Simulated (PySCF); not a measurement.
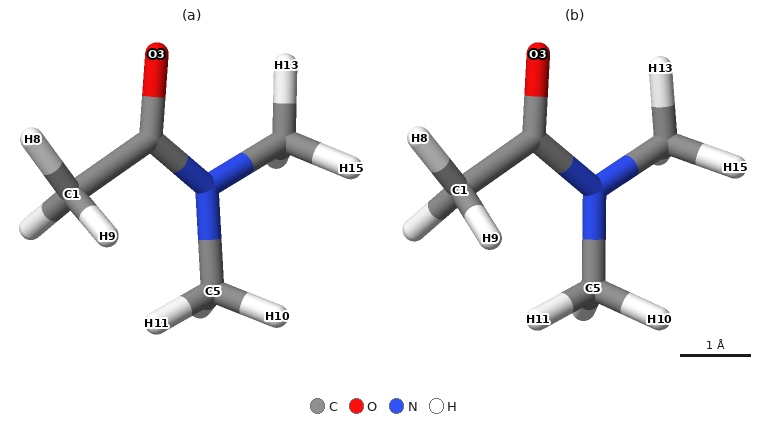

The structure of C4H9NO before (left) and after (right) a relaxation, at one scale.

Style: stick. Shown from a free direction.

The start comes from MMFF94s. Its atoms were then displaced at random by about 0.03 Å.

Level of theory: PySCF 2.14.0, density-fitted response routines, PBE0-D3(BJ)/def2-SVP geometry optimisation, gas phase. 

**What changed between the two?**

After 9 geometry steps the energy has fallen by 98.6 kJ/mol. The largest move after the best rigid fit is that of an H atom, 0.18 Å. By element the largest moves are H 0.18 Å, C 0.11 Å, N 0.11 Å, O 0.03 Å. Among the contacts that change: C–N 1.543 → 1.441 Å, C–N 1.271 → 1.372 Å, C–C 1.609 → 1.515 Å, C–H 1.008 → 1.101 Å. Among the angles between lasting bonds that change: C–C–H 104.7° → 112.0°, H–C–H 115.2° → 108.0°, C–N–C 109.6° → 115.8°.
